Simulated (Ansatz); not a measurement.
# Run report: BiS2, band-structure calculation (part 2 of 2)

Continued. System: BiS2 (12 atoms in the cell). Method: DFT PBEsol, spin-orbit coupling, plane waves, PAW (Ansatz 0.2.0); cutoff 420 eV, 8×8×4 k-mesh, Gaussian smearing of 0.02 eV. The structure derives from a Materials Project entry.

Geometry of the input (Å; fractional positions):
```
7.8785  -1.9966  0.0341
7.8785  1.9966  0.0341
-6.9421  0.0000  8.8047
Bi 0.7072  0.7072  0.6130
Bi 0.6011  0.6011  0.8744
Bi 0.3989  0.3989  0.1256
Bi 0.2928  0.2928  0.3870
S  0.6535  0.6535  0.3375
S  0.2145  0.2145  0.8476
S  0.0769  0.0769  0.0320
S  0.7855  0.7855  0.1524
S  0.9635  0.9635  0.5521
S  0.9231  0.9231  0.9680
S  0.3465  0.3465  0.6625
S  0.0365  0.0365  0.4479
```

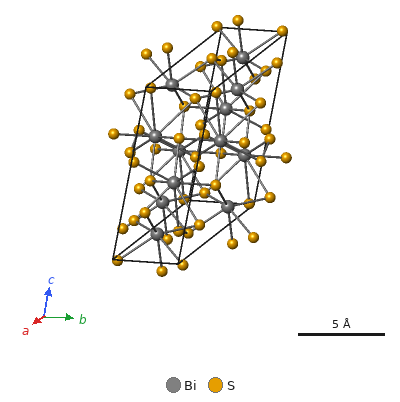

Figure 1. The structure as given in the input (ball-and-stick view of the cell 2 times as large as that of the calculation, set on its symmetry axes, seen slightly off an axis; bonded neighbours outside the cell are drawn too). An atom can appear more than once, as a periodic image.

### The program's output, continued
```
  k-point 0: bands = ["-15.9750", "-15.9750", "-15.9743", "-15.9743", "-15.9563", "-15.9563", "-15.9551", "-15.9551", "-15.9318", "-15.9318", "-15.9301", "-15.9301", "-15.9244", "-15.9244", "-15.9235", "-15.9235", "-12.9982", "-12.9982", "-12.9951", "-12.9951", "-12.9767", "-12.9767", "-12.9741", "-12.9741", "-12.9646", "-12.9646", "-12.9586", "-12.9586", "-12.9561", "-12.9561", "-12.9517", "-12.9517", "-12.9410", "-12.9410", "-12.9386", "-12.9386", "-12.9298", "-12.9298", "-12.9179", "-12.9179", "-6.9626", "-6.9626", "-6.4960", "-6.4960", "-5.1736", "-5.1736", "-5.0868", "-5.0868", "-4.1905", "-4.1905", "-3.9685", "-3.9685", "-3.4829", "-3.4829", "-3.2370", "-3.2370", "-1.1254", "-1.1254", "-0.9780", "-0.9780", "-0.5318", "-0.5318", "0.1895", "0.1895", "2.7333", "2.7333", "3.5753", "3.5753", "3.8512", "3.8512", "3.8679", "3.8679", "4.5527", "4.5527", "4.8844", "4.8844", "4.9194", "4.9194", "5.1250", "5.1250", "5.2535", "5.2535", "5.4450", "5.4450", "5.7448", "5.7448", "5.9134", "5.9134", "6.1330", "6.1330", "6.5406", "6.5406", "6.7301", "6.7301", "6.9474", "6.9474", "7.3425", "7.3425", "7.4303", "7.4303", "7.4539", "7.4539", "7.8743", "7.8743", "8.1342", "8.1342", "8.3100", "8.3100", "9.0227", "9.0227", "9.3799", "9.3799", "9.5248", "9.5248", "10.5498", "10.5498", "10.5821", "10.5821", "10.8062", "10.8062", "11.2024", "11.2024", "11.3157", "11.3157", "11.4956", "11.4956", "11.7462", "11.7462", "11.8216", "11.8216", "11.8396", "11.8396"]
  k-point 1: bands = ["-15.9750", "-15.9750", "-15.9743", "-15.9743", "-15.9563", "-15.9563", "-15.9551", "-15.9551", "-15.9318", "-15.9318", "-15.9301", "-15.9301", "-15.9244", "-15.9244", "-15.9235", "-15.9235", "-12.9981", "-12.9981", "-12.9951", "-12.9951", "-12.9767", "-12.9767", "-12.9742", "-12.9742", "-12.9648", "-12.9648", "-12.9582", "-12.9582", "-12.9564", "-12.9564", "-12.9517", "-12.9517", "-12.9411", "-12.9411", "-12.9385", "-12.9385", "-12.9297", "-12.9297", "-12.9179", "-12.9179", "-6.9215", "-6.9215", "-6.5443", "-6.5443", "-5.2086", "-5.2086", "-5.1388", "-5.1388", "-4.0322", "-4.0322", "-3.8889", "-3.8889", "-3.5077", "-3.5077", "-3.3616", "-3.3616", "-1.1018", "-1.1018", "-0.7550", "-0.7550", "-0.6731", "-0.6731", "0.0608", "0.0608", "2.7241", "2.7241", "3.1976", "3.1976", "3.7327", "3.7327", "4.1959", "4.1959", "4.5559", "4.5559", "4.8048", "4.8048", "4.9079", "4.9079", "5.2100", "5.2100", "5.4159", "5.4159", "5.7546", "5.7546", "5.8523", "5.8523", "6.0713", "6.0713", "6.2901", "6.2901", "6.5404", "6.5404", "6.7242", "6.7242", "6.8532", "6.8532", "6.9796", "6.9796", "7.2610", "7.2610", "7.5843", "7.5843", "7.8478", "7.8478", "7.9126", "7.9126", "8.1195", "8.1195", "9.0908", "9.0908", "9.4165", "9.4165", "9.7369", "9.7369", "10.4632", "10.4632", "10.6694", "10.6694", "10.7742", "10.7742", "11.0541", "11.0541", "11.2710", "11.2710", "11.5825", "11.5825", "11.7427", "11.7427", "11.8172", "11.8172", "12.0829", "12.0829"]
  k-point 2: bands = ["-15.9750", "-15.9750", "-15.9743", "-15.9743", "-15.9563", "-15.9563", "-15.9551", "-15.9551", "-15.9318", "-15.9318", "-15.9301", "-15.9301", "-15.9244", "-15.9244", "-15.9235", "-15.9235", "-12.9981", "-12.9981", "-12.9950", "-12.9950", "-12.9766", "-12.9766", "-12.9744", "-12.9744", "-12.9649", "-12.9649", "-12.9574", "-12.9574", "-12.9570", "-12.9570", "-12.9517", "-12.9517", "-12.9412", "-12.9412", "-12.9384", "-12.9384", "-12.9296", "-12.9296", "-12.9180", "-12.9180", "-6.8647", "-6.8647", "-6.6094", "-6.6094", "-5.2284", "-5.2284", "-5.1907", "-5.1907", "-3.8787", "-3.8787", "-3.7068", "-3.7068", "-3.5960", "-3.5960", "-3.5274", "-3.5274", "-0.9803", "-0.9803", "-0.9009", "-0.9009", "-0.3981", "-0.3981", "-0.2184", "-0.2184", "2.7182", "2.7182", "3.0197", "3.0197", "3.7322", "3.7322", "3.9004", "3.9004", "4.7008", "4.7008", "4.8180", "4.8180", "5.2460", "5.2460", "5.4233", "5.4233", "5.5518", "5.5518", "5.7312", "5.7312", "5.9191", "5.9191", "6.1703", "6.1703", "6.5023", "6.5023", "6.5158", "6.5158", "6.7361", "6.7361", "6.8208", "6.8208", "6.8630", "6.8630", "7.3093", "7.3093", "7.3154", "7.3154", "7.3672", "7.3672", "7.9272", "7.9272", "8.0833", "8.0833", "9.1884", "9.1884", "9.3518", "9.3518", "9.9831", "9.9831", "10.3048", "10.3048", "10.7490", "10.7490", "10.8029", "10.8029", "11.0910", "11.0910", "11.1440", "11.1440", "11.5657", "11.5657", "11.7319", "11.7319", "12.0003", "12.0003", "12.1087", "12.1087"]
  k-point 77: bands = ["-15.9750", "-15.9750", "-15.9743", "-15.9743", "-15.9562", "-15.9562", "-15.9553", "-15.9553", "-15.9318", "-15.9318", "-15.9301", "-15.9301", "-15.9243", "-15.9243", "-15.9236", "-15.9236", "-12.9981", "-12.9981", "-12.9952", "-12.9952", "-12.9772", "-12.9772", "-12.9735", "-12.9735", "-12.9646", "-12.9646", "-12.9582", "-12.9582", "-12.9570", "-12.9570", "-12.9516", "-12.9516", "-12.9416", "-12.9416", "-12.9378", "-12.9378", "-12.9298", "-12.9298", "-12.9178", "-12.9178", "-6.7621", "-6.7621", "-6.5103", "-6.5103", "-5.5821", "-5.5821", "-5.5429", "-5.5429", "-3.8502", "-3.8502", "-3.7850", "-3.7850", "-2.6267", "-2.6267", "-2.5321", "-2.5321", "-2.0887", "-2.0887", "-2.0270", "-2.0270", "-0.1015", "-0.1015", "-0.0248", "-0.0248", "3.4350", "3.4350", "3.8073", "3.8073", "4.0203", "4.0203", "4.0626", "4.0626", "4.3021", "4.3021", "4.4223", "4.4223", "4.6267", "4.6267", "4.7354", "4.7354", "5.6041", "5.6041", "5.7599", "5.7599", "6.0859", "6.0859", "6.1476", "6.1476", "6.1883", "6.1883", "6.5452", "6.5452", "6.8111", "6.8111", "6.8944", "6.8944", "6.9954", "6.9954", "7.1727", "7.1727", "7.2503", "7.2503", "7.3290", "7.3290", "7.8546", "7.8546", "7.9062", "7.9062", "9.4449", "9.4449", "9.6989", "9.6989", "10.0073", "10.0073", "10.1177", "10.1177", "10.8646", "10.8646", "10.9187", "10.9187", "11.1698", "11.1698", "11.4481", "11.4481", "11.6598", "11.6598", "11.7202", "11.7202", "12.1938", "12.1938", "12.3625", "12.3625"]
--- Löwdin populations: 12 sites ---
  site symbol       q [e]
     0     Bi     14.2650
     1     Bi     14.2832
     2     Bi     14.2832
     3     Bi     14.2650
     4      S      6.3971
     5      S      6.4178
     6      S      6.1271
     7      S      6.4178
     8      S      6.2031
     9      S      6.1271
    10      S      6.3971
    11      S      6.2031
  spilling = 0.005681 (of n_electrons = 108.000000)
```

### File populations.tsv
```
# site	symbol	l	j	q
# orbitals = lowdin
# n_electrons = 108.000000
# spilling = 0.005681
0	Bi	0_6S	0.5	1.948876
0	Bi	1_6P	0.5	0.968668
0	Bi	1_6P	1.5	1.349248
0	Bi	2_5D	1.5	3.999442
0	Bi	2_5D	2.5	5.998776
1	Bi	0_6S	0.5	1.948603
1	Bi	1_6P	0.5	0.983552
1	Bi	1_6P	1.5	1.352946
1	Bi	2_5D	1.5	3.999387
1	Bi	2_5D	2.5	5.998693
2	Bi	0_6S	0.5	1.948603
2	Bi	1_6P	0.5	0.983552
2	Bi	1_6P	1.5	1.352946
2	Bi	2_5D	1.5	3.999387
2	Bi	2_5D	2.5	5.998693
3	Bi	0_6S	0.5	1.948876
3	Bi	1_6P	0.5	0.968668
3	Bi	1_6P	1.5	1.349248
3	Bi	2_5D	1.5	3.999442
3	Bi	2_5D	2.5	5.998776
4	S	0_3S	0.5	1.839917
4	S	1_3P	0.5	1.530836
4	S	1_3P	1.5	3.026373
5	S	0_3S	0.5	1.844870
5	S	1_3P	0.5	1.533859
5	S	1_3P	1.5	3.039048
6	S	0_3S	0.5	1.817957
6	S	1_3P	0.5	1.444659
6	S	1_3P	1.5	2.864486
7	S	0_3S	0.5	1.844870
7	S	1_3P	0.5	1.533859
7	S	1_3P	1.5	3.039048
8	S	0_3S	0.5	1.831661
8	S	1_3P	0.5	1.461467
8	S	1_3P	1.5	2.909924
9	S	0_3S	0.5	1.817957
9	S	1_3P	0.5	1.444659
9	S	1_3P	1.5	2.864486
10	S	0_3S	0.5	1.839917
10	S	1_3P	0.5	1.530836
10	S	1_3P	1.5	3.026373
11	S	0_3S	0.5	1.831661
11	S	1_3P	0.5	1.461467
11	S	1_3P	1.5	2.909924
```

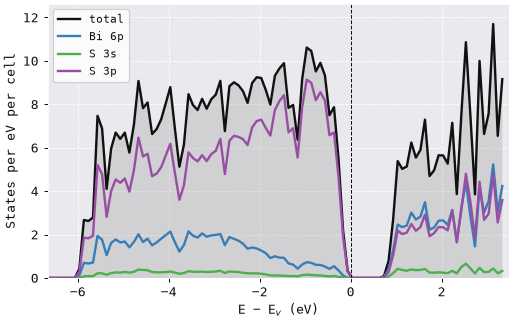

Figure 2. Density of states (projected on Löwdin-orthogonalised atomic shells), with energies from the valence-band top. There is a gap of 0.67 eV on the k-point mesh.

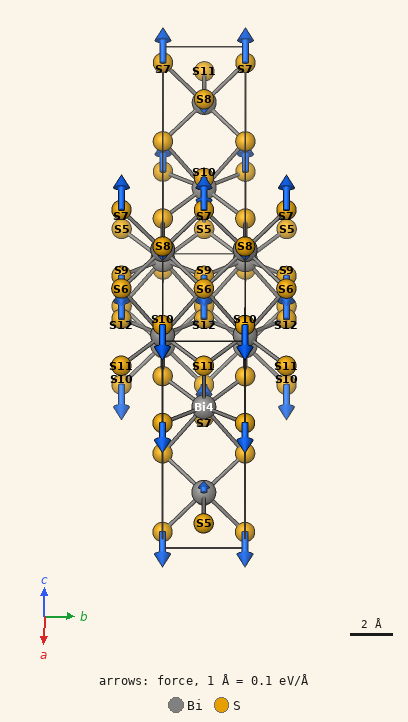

Figure 3. Forces on the atoms as blue arrows (ball-and-stick view of the cell 2 times as large as that of the calculation, set on its symmetry axes, seen at an oblique angle; bonded neighbours outside the cell are drawn too; atoms are numbered from 1 in the order of the input). The largest act on S7, S10 (0.18 eV/Å); S9, S12 (0.16 eV/Å); Bi2, Bi3 (0.06 eV/Å). The geometry is not a stationary point of this energy.

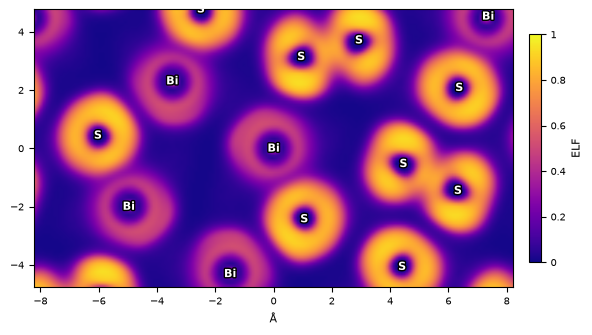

Figure 4. ELF on the (010) plane of the conventional cell. Atoms in the plane: Bi and S. S–S (2.06 Å): the ELF peaks at about 0.80 between the atoms (a shared electron pair). Bi–S (2.65 Å): the ELF peaks at about 0.85 in the valence shell of S, 0.8 Å from its nucleus, and drops to about 0.30 between the two atoms. The strong features right at Bi lie inside the PAW spheres (semicore, d or f shells) and say nothing about bonding. Core electrons are frozen (PAW), so the fields are smoothed inside the atomic spheres.

### Key numbers

```json
{"quantity": "outcome", "value": "converged"}
{"quantity": "space group (tolerance 0.01 Å)", "value": "C2/m (12)"}
{"quantity": "electrons treated", "value": "108"}
{"quantity": "free energy", "value": "−56213.4972 eV"}
{"quantity": "Fermi energy", "value": "8.690 eV"}
{"quantity": "gap on the k-point mesh", "value": "0.67 eV"}
{"quantity": "gap on the band path", "value": "0.65 eV"}
{"quantity": "net moment of the cell", "value": "0.00 μB"}
{"quantity": "integrated absolute moment", "value": "0.00 μB"}
{"quantity": "pressure", "value": "0.42 GPa"}
{"quantity": "largest force (length of the vector)", "value": "0.184 eV/Å"}
{"quantity": "hardware", "value": "8 threads of Oxide Virtual Turin-like (Zen 5), 32 GiB of memory available, shared host"}
{"quantity": "wall time", "value": "3.1 min (CPU time 23 min)"}
{"quantity": "peak memory", "value": "7.5 GiB"}
```
